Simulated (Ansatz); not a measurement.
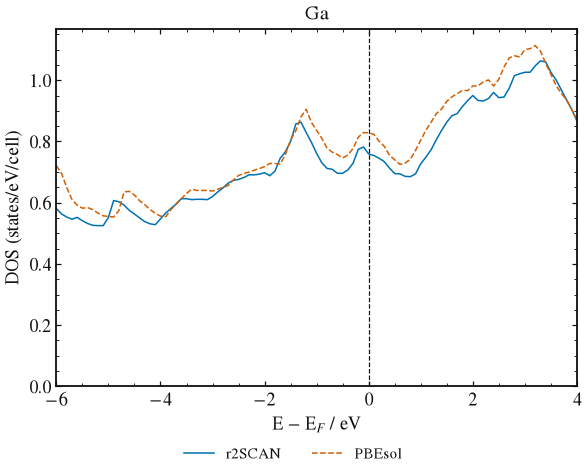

Total densities of states of Ga, space group C2/c, 2 atoms in the cell, by two methods on the same cell. Each is counted from its own Fermi level.

What changes from one method to the other?

Answer. r2SCAN gives a metal with about 0.76 states per eV and cell at the Fermi level and PBEsol gives a metal with about 0.82 states per eV and cell at the Fermi level.

Settings. r2SCAN: DFT r2SCAN, scalar-relativistic, plane waves, PAW, no spin polarisation, 20×20×12 k mesh, 500 eV cutoff, Gaussian smearing of 0.1 eV (Ansatz 0.2.0). PBEsol: DFT PBEsol, scalar-relativistic, plane waves, PAW, no spin polarisation, 20×20×12 k mesh, 420 eV cutoff, Gaussian smearing of 0.1 eV (Ansatz 0.2.0).

The structure is an invented one, so it need not be a known or stable phase.
